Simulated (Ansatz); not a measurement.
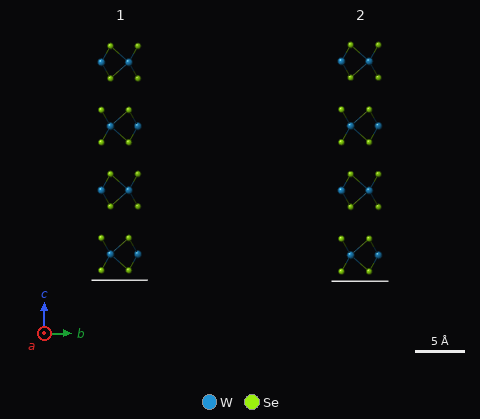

Two geometries of crystalline WSe2 (set up in P-3m1), drawn at one scale. One is the start of a relaxation, the other its converged end. The picture is a ball-and-stick view of the 2 × 2 repeat of the cell, outlined in the plane, without the vacuum, seen along the a axis.

These are results of DFT PBEsol, scalar-relativistic, plane waves, PAW (Ansatz), not measurements. Settings: plane-wave cutoff 420 eV; k-point mesh 12 × 12 × 1; occupations gaussian; smearing width 0.02 eV; no spin polarisation; cell relaxed at fixed volume; force threshold 0.01 eV/Å; at most 30 steps.

Which of the two is the end point?

Answer. Structure 2 is the relaxed one. Case: volume × 0.94, shape and atoms relaxed. The energy falls by 9.1 meV per atom in 5 accepted moves (6 points after the start). The largest force component goes from 0.57 to 0.0086 eV/Å. At 1 point the geometry stayed and the basis and grid were re-selected for the new cell (energy shift of less than 0.05 meV per atom at most each time). The largest moves relative to the cell and the layer's centre, 0.11 Å, are those of Se atoms. By element the largest moves are Se 0.11 Å, W 0.10 Å. In the plane the drawn cell goes a 6.474 → 6.543 Å (+1.1 %), b 6.474 → 6.543 Å (+1.1 %). Among the contacts that change: W–W 3.237 → 3.272 Å, Se–W 2.496 → 2.522 Å. The space group stays P-3m1 (No. 164). Cost: 2 min on 2 threads of Oxide Virtual Turin-like Processor (Zen 5), with other jobs on the host, peak memory 1.1 GiB.

Limits of the set-up: layers or molecules are held without a dispersion correction, so their spacing is unreliable.
